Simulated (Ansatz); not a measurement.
## ZnO: single-point calculation

System: ZnO (P6₃mc, 4 atoms in the cell).
Method: DFT, PBE, plane waves, PAW, no spin polarisation (Ansatz 0.2.0).

The structure derives from an entry of the Crystallography Open Database. Some settings of this run were made unusual or wrong on purpose. Figures and captions count atoms from 1; the log counts them from 0 in places.

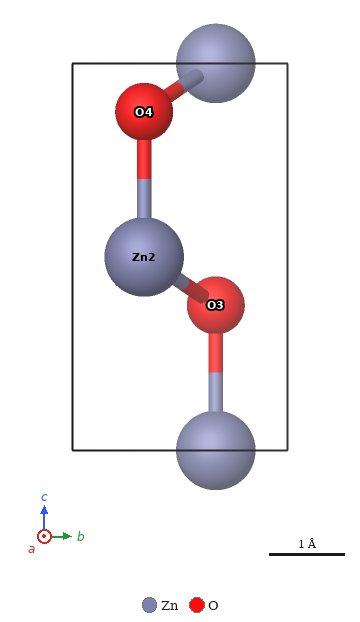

**Figure 1.** The input geometry (ball-and-stick view of the cell of the calculation, along the a axis; atoms are numbered from 1 in the order of the input). An atom can appear more than once, as a periodic image. Near neighbours in the periodic cell (some may lie outside the picture): Zn has 4 O at 1.96 to 2.04 Å; O has 4 Zn at 1.96 to 2.04 Å.

## Input file
```yaml
crystal:
  lattice:
    - [3.35099951, 0.0, 0.0]
    - [-1.67549976, 2.90205071, 0.0]
    - [0.0, 0.0, 5.226]
  atoms:
    - { symbol: Zn, position: [0.33333333, 0.66666667, 0.0] }
    - { symbol: Zn, position: [0.66666667, 0.33333333, 0.5] }
    - { symbol: O, position: [0.33333333, 0.66666667, 0.375] }
    - { symbol: O, position: [0.66666667, 0.33333333, 0.875] }
hamiltonian:
  xc: pbe
  pseudopotentials: { kind: paw }
basis:
  ecutwfc: 420
kpoints:
  mp_grid: { grid: [8, 8, 5] }
scf:
  occupations: { method: cold, width: 0.1 }
  lower_state_search: "off"
  algorithm: direct_min
output:
  forces: true
  stress: true
```

Run on 2 threads of Arm Neoverse V2, 24 GiB of memory available, shared host.

Run as:
```bash
ansatz run input.yaml --threads 2 --pin off --max-ram 5120MiB --backend cpu --events-out ev --progress --plain --runs-dir out
```

## The program's output
```
Engine: ansatz 0.2.0, aarch64-unknown-linux-gnu
Pseudopotentials: kind: paw
Pseudopotential: Zn, paw, valence charge 12, recommended cutoff 420 eV (normal), Zn.paw.azcp
Pseudopotential: O, paw, valence charge 6, recommended cutoff 420 eV (normal), O.paw.azcp
Functional definition: PBE
  parameter kappa = 0.804
  parameter beta = 0.06672455060314922
  exchange = pbe_x(kappa = kappa, mu = beta*pi^2/3)
  correlation = pbe_c(beta = beta)
Crystal: 4 atoms, lattice volume = 50.822 Å³
Basis set: ecut = 420 eV, 977 PW (Γ), exchange–correlation on 48×48×72 points (8 copies of the dense FFT grid, shifted against one another)
Bands: 22, of which v1, the nominal top of the filled ones, is band 18 counted from 1 (17 counted from 0)
Symmetry: 12 space group operations
Space group: P63mc (ITA 186), of the structure as read, at distance tolerance 3.7e-5 Å
k-points: 30 of 320 (time reversal used)
Non-local potential: Zn, projectors of the file, l = 0: 2, l = 1: 2, l = 2: 3, l = 3: 1
Non-local potential: O, projectors of the file, l = 0: 2, l = 1: 2, l = 2: 1
PAW form: soft (Blöchl's): semilocal exchange-correlation on the pseudo side does not see the compensation charge
PAW one-centre angular grid: Zn, 590 points (default); XC on 64 Gauss nodes
PAW one-centre angular grid: O, 110 points (default); XC on 64 Gauss nodes
Initial density: superposition of atomic densities (neutral atoms: chi_scale 0, normalization atom), corrected by the library's trained network
Initial wavefunctions: pseudopotential atomic-orbital guess
Functional: x = pbe(κ = 0.804, μ = 0.2195149727645171), c = pbe(β = 0.06672455060314922)
SCF iter   1: F=—  HF=-7773.638356 eV  |F-HF|=—  |Δ(HF+E_count)|=         —  Δρ=8.37e-4  dr2=2.18e-4  ethr=1.77e-3  ⟨swp⟩=8.6  Hψ=3067  notcnv=0
preconditioner: auto → Resta (q_TF=auto, 2.576 Å⁻¹)  ε∞=7.5  [insulator: Δε(μ)=0.723 eV  Ē_g=12.236 eV  σ=0.100 eV  W_gap=1.00  n_scr=22 (ndim 8)  ℏωp=31.3 eV  f_vac=0.051  D(μ)=0.00/eV (n_scr^D=0)  ε∞_Penn≈7.5]
SCF iter   2: F=—  HF=-7773.638934 eV  |F-HF|=—  |Δ(HF+E_count)|=   5.78e-4  Δρ=5.22e-4  dr2=8.88e-5  ethr=6.05e-7  ⟨swp⟩=4.1  Hψ=2279  notcnv=0
iter 3 solved again at ethr=2.39e-8 eV; its pass at ethr=2.47e-7 eV (dr2=8.59e-6 eV) is discarded
SCF iter   3: F=—  HF=-7773.638907 eV  |F-HF|=—  |Δ(HF+E_count)|=   2.77e-5  Δρ=1.78e-4  dr2=8.16e-6  ethr=2.39e-8  ⟨swp⟩=2.0  Hψ=2897  notcnv=0
SCF iter   4: F=—  HF=-7773.638901 eV  |F-HF|=—  |Δ(HF+E_count)|=   6.23e-6  Δρ=5.00e-5  dr2=9.76e-7  ethr=2.27e-8  ⟨swp⟩=2.0  Hψ=1200  notcnv=0
SCF iter   5: F=—  HF=-7773.638900 eV  |F-HF|=—  |Δ(HF+E_count)|=   2.57e-7  Δρ=7.21e-6  dr2=1.97e-8  ethr=2.71e-9  ⟨swp⟩=2.0  Hψ=1200  notcnv=0
Mixer restart at iter 5: flushing history
iteration 6: the input's own smearing fills from here on; a Gaussian of 0.1 eV has filled iterations ahead of it
SCF iter   6: F=—  HF=-7773.638900 eV  |F-HF|=—  |Δ(HF+E_count)|=         —  Δρ=4.20e-6  dr2=4.60e-9  ethr=5.47e-11  ⟨swp⟩=4.0  Hψ=2103  notcnv=0
SCF iter   7: F=-7773.638900 eV  HF=-7773.638900 eV  |F-HF|=1.10e-9  |Δ(HF+E_count)|=   2.99e-9  S|Δr|=  1.04e-10  Δρ=1.23e-6  dr2=3.55e-10  ethr=1.28e-11  ⟨swp⟩=4.0  Hψ=2040  notcnv=0
SCF 1 converged in 7 iterations: F = -7773.638900 eV  dr2 = 3.55e-10
  Residual-converged pass: ⟨swp⟩=1.6  Hψ=681  notcnv=0  max |occ|·‖R‖ = 6.5e-6 eV (tolerance 6.7e-6 eV)  dr2=3.55e-10  dr2_onsite=8.93e-10  max |Δocc| = 7.9e-13
  greatest PAW one-centre occupation: 0.987 electrons in one spin orbital (limit 2), on the Zn atom at site 1 (counted from 0), in its partial waves of l = 2
```

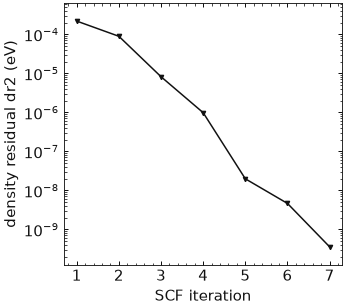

**Figure 2.** Convergence of the self-consistent field: density residual dr2 against the SCF iteration. The residual falls at every step.

```
SCF converged after 7 iterations
Stability not checked: this state was not tested for a lower state beside it, because cold or Methfessel-Paxton smearing, or corrected tetrahedra, fill the levels in a way that the test cannot read (fill_not_monotonic; see scf.lower_state_search)
Free energy (F): -7773.638900 eV
F+E_penalty+E_count: -7773.638900 eV  (lagrangian_ev)
Harris-Foulkes:  -7773.638900 eV  (|F-HF|=1.10e-9)
Internal energy: -7773.638900 eV  (E = F + TS)
E sigma→0 (E₀):  -7773.638900 eV
Fermi energy:    6.696540 eV
Step filling:    the computed levels leave a gap of 0.7259 eV = 7.3 smearing widths at the electron count; against every level under it full and every level over it empty, smearing changes F+E_penalty+E_count by -1.51e-9 meV and its σ→0 estimate by -2.98e-7 meV
--- Per-component energies (eV) ---
  E_band       = 38.542934
  E_kinetic    = 608.582222
  E_local      = -4106.234723  (includes V_loc(G=0)·N_el)
  E_nonlocal   = 1335.203229
  E_hartree    = 1684.772332
  E_xc         = -418.711616
  E_vxc        = -288.153329  (∫ρ·V_xc dr)
  E_paw        = -3980.839671  (= ΣΔE_a)
  E_vpaw       = -880.404279  (= ΣTr[D̂ρ^β])
  E_aug_tail   = 0.004094  (compensation charges beyond the density's cutoff)
  E_ewald      = -2896.414768
  E_smearing   = 0.000000  (= −TS)
  E_closure    = 0.000000  (closes the sum)
  E_count      = -0.000000  (occupations off the electron count; not in F)
  Σ components = -7773.638900   (vs F -7773.638900, Δ=0.00e0)
--- Forces (eV/Å), atoms counted from 1 ---
  atom   1  Zn     0.00000000    -0.00000000    -0.38116636
  atom   2  Zn    -0.00000000     0.00000000    -0.38116636
  atom   3  O     -0.00000000     0.00000000     0.38116728
  atom   4  O      0.00000000    -0.00000000     0.38116728
  max |Σ_I F_I| component: 1.83e-6 eV/Å
--- Stress (GPa, compression-positive) ---
       -5.906272       0.000000       0.000000
        0.000000      -5.906272      -0.000000
        0.000000       0.000000       2.112483
  P = ⅓ Tr σ = -3.2334 GPa (-32.334 kbar)
--- Band table (eV; the first three rows and the last of 30) ---
  k-point 0: bands = ["-11.3061", "-10.6284", "0.8508", "0.8870", "0.8870", "1.0931", "1.0931", "1.1742", "1.8319", "1.8319", "2.0342", "2.0342", "2.2336", "5.4182", "5.4182", "6.2476", "6.2476", "6.2617", "6.9876", "11.2106", "14.5717", "18.5929"]
  k-point 1: bands = ["-11.2440", "-10.6957", "0.7890", "0.8961", "0.8961", "0.9140", "1.0614", "1.0614", "1.8596", "1.8596", "2.0244", "2.0244", "2.7480", "5.4990", "5.4990", "5.5374", "6.1707", "6.1707", "7.8426", "10.9287", "14.8364", "18.5992"]
  k-point 2: bands = ["-11.0787", "-10.8693", "0.6797", "0.6844", "0.9305", "0.9305", "0.9928", "0.9928", "1.9241", "1.9241", "1.9878", "1.9878", "3.6645", "4.6132", "5.7108", "5.7108", "5.9676", "5.9676", "9.0378", "10.1440", "15.6986", "17.2170"]
  k-point 29: bands = ["-10.5894", "-10.5618", "0.7778", "0.8214", "1.0492", "1.2334", "1.4709", "1.4889", "1.8787", "1.9022", "2.2327", "2.2600", "2.7134", "2.8170", "3.6915", "4.2809", "5.0636", "5.2466", "13.1634", "13.5503", "14.2209", "14.4317"]
```

## What the run reported

- outcome: converged
- space group (tolerance 0.01 Å): P6₃mc (186)
- electrons treated: 36
- free energy: −7773.6389 eV
- Fermi energy: 6.697 eV
- gap on the k-point mesh: 0.73 eV
- pressure: −3.23 GPa
- largest force (length of the vector): 0.381 eV/Å
- wall time: 4.4 s (CPU time 8.5 s)
- peak memory: 0.36 GiB

## What went wrong

Some settings of this run were drawn to be unusual or wrong. It converged; results that depend on the unusual settings are not reference values.
